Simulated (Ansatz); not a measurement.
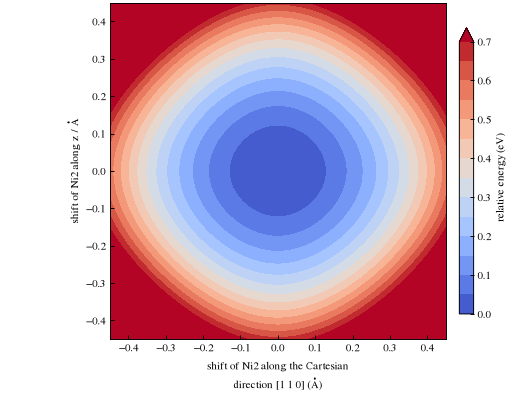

Energy landscape of AlNi (Cmmm, No. 65; 2 atoms in the cell). Atom Ni2 is moved over a plane while all other atoms and the cell stay fixed (its periodic images move with it) (x along [1 0 0], y along [0 1 0], z along [0 0 1] of the conventional cell). The first coordinate is: shift of Ni2 along the Cartesian direction [1 1 0]; the second: shift of Ni2 along z. Grid: 5 × 5 points; 9 points were computed and 16 follow by symmetry. Points are written as (first, second). Energies: eV per cell, counted from the lowest grid point. The runs have no spin polarisation; a magnetic state may lie lower. The reference cell is the one listed in the database, not relaxed at this level. Level of theory: Ansatz, DFT PBEsol, scalar-relativistic, plane waves, PAW. Settings: cutoff 420 eV, k-mesh 18×18×16 in the order of the run's cell vectors, gaussian smearing 0.15 eV, no spin polarisation.

In the figure: filled contours, one colour for all values above the top of the scale. Between grid points the surface is interpolated. 

### Where are the wells?

The lowest grid point is at (0.000 Å, 0.000 Å). No other kind of well shows on this grid. The highest grid point, (−0.450 Å, −0.450 Å), lies 1.68 eV above the lowest. Near the minimum the well is nearly round, with a curvature of about 6.1 eV/Å².

Grid values (eV):

```
second ↓, first →  −0.450  −0.225  0.000  0.225  0.450
            0.450    1.68    0.92   0.66   0.92   1.68
            0.225    0.85    0.34   0.16   0.34   0.85
            0.000    0.57    0.15   0.00   0.15   0.57
           −0.225    0.85    0.34   0.16   0.34   0.85
           −0.450    1.68    0.92   0.66   0.92   1.68
```
